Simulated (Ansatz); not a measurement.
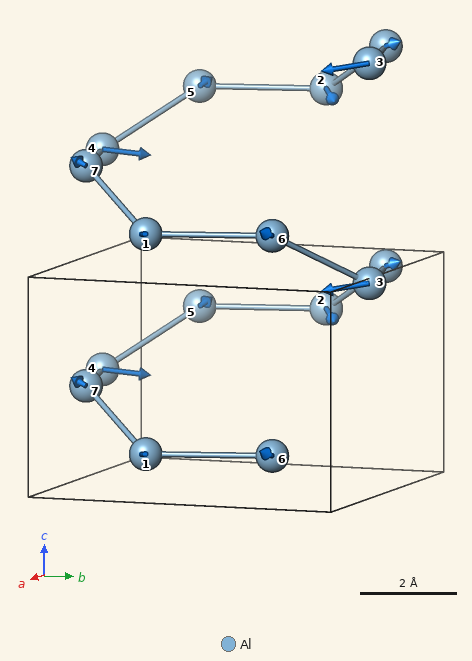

A relaxation of solid Al (a generated structure, set up in P4_3). The starting structure is drawn; blue arrows show the displacements (the part carried along by the change of the cell is left out), magnified 30 times.

Style: ball-and-stick. Shown: the cell of the calculation, repeated 1 × 1 × 2 with one cell outlined, slightly off an axis.

All numbers below come from Ansatz, DFT PBE, scalar-relativistic, plane waves, PAW.

The input:
```yaml
crystal:
  lattice:
    - [6.7357277085, 0.0, 0.0]
    - [0.0, 6.7357277085, 0.0]
    - [0.0, 0.0, 4.6311104771]
  atoms:
    - { symbol: Al, position: [0.9849660537, 0.3823501831, 0.2194422663] }
    - { symbol: Al, position: [0.0150339463, 0.6176498169, 0.7194422663] }
    - { symbol: Al, position: [0.6176498169, 0.9849660537, 0.9694422663] }
    - { symbol: Al, position: [0.3823501831, 0.0150339463, 0.4694422663] }
    - { symbol: Al, position: [0.1043231729, 0.2326104538, 0.7211343237] }
    - { symbol: Al, position: [0.8956768271, 0.7673895462, 0.2211343237] }
    - { symbol: Al, position: [0.7673895462, 0.1043231729, 0.4711343237] }
    - { symbol: Al, position: [0.2326104538, 0.8956768271, 0.9711343237] }
basis:
  ecutwfc: 420
kpoints:
  mp_grid: { grid: [6, 6, 8] }
hamiltonian:
  xc: pbe
scf:
  occupations: { method: gaussian, width: 0.1 }
output:
  forces: true
  stress: true
  eigenvalues: true
relax:
  adjacent_minimum: "off"
  f_tol: 0.01
  max_steps: 80
  cell: { stress_tol: 0.05 }
```

Launched with:
```bash
ansatz run input.yaml --threads 1 --pin off --max-ram 2560MiB --backend cpu --events-out ev --progress --plain --runs-dir out
```

What did the optimiser do to the structure, and how much energy did it gain?

The largest moves relative to the cell, 0.035 Å, are those of Al1, Al2, Al3 and Al4. Al4 goes along [−2 3 −1]. The volume changes by +0.2 %, with a = b 6.736 → 6.731 Å (−0.1 %), c 4.631 → 4.648 Å (+0.4 %). Some distances before and after: Al1–Al2 2.813 → 2.844 Å, Al1–Al5 2.657 → 2.670 Å, Al1–Al7 2.648 → 2.637 Å, Al1–Al5 (another image) 2.644 → 2.639 Å. The space group stays P4_3 (No. 78). Over 3 accepted moves (4 points after the start) the energy falls by 0.4 meV per atom. Largest force component: 0.046 eV/Å at the start, 0.0068 eV/Å at the end. The pressure goes from 0.08 to 0.00 GPa. At 1 point the geometry stayed and the basis and grid were re-selected for the new cell (energy shift of less than 0.05 meV per atom at most each time). The run took 2.4 min on 1 thread of Arm Neoverse V1 (shared host), peak memory 0.49 GiB.
